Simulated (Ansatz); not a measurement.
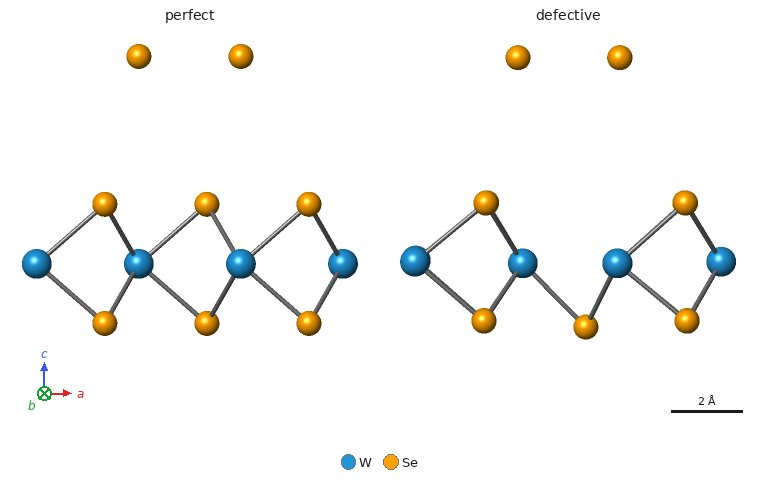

Left: perfect WSe$_{2}$. Right: the same region with one point defect, after relaxing the atoms in a supercell of 42 sites. A ball-and-stick model of the atoms within 5.4 Å of one point, in a slice 5.0 Å thick across the line of sight, seen along the b axis.

Level of theory: DFT PBE, scalar-relativistic, plane waves, PAW (Ansatz). Set-up: plane-wave cutoff 420 eV; k-point mesh 2 × 2 × 2; occupations gaussian; smearing width 0.01 eV; no spin polarisation. The cell is small and the k-mesh coarse, so the numbers are rough. A uniform background neutralises the charged cell. The axes drawn are those of the host's conventional cell.

Q: What kind of defect was made?

A: A selenium atom is taken out (a vacancy).

The charge state of the cell is +2.

Q: How does the lattice respond?

A: Around the empty Se site the host had 3 W at 2.55 Å; after relaxation the nearest atoms are 3 W at 2.43 Å. Of the host's atoms, a tungsten atom moves furthest from its site, by 0.15 Å.

Limits of the set-up: layers or molecules are held without a dispersion correction, so their spacing is unreliable.
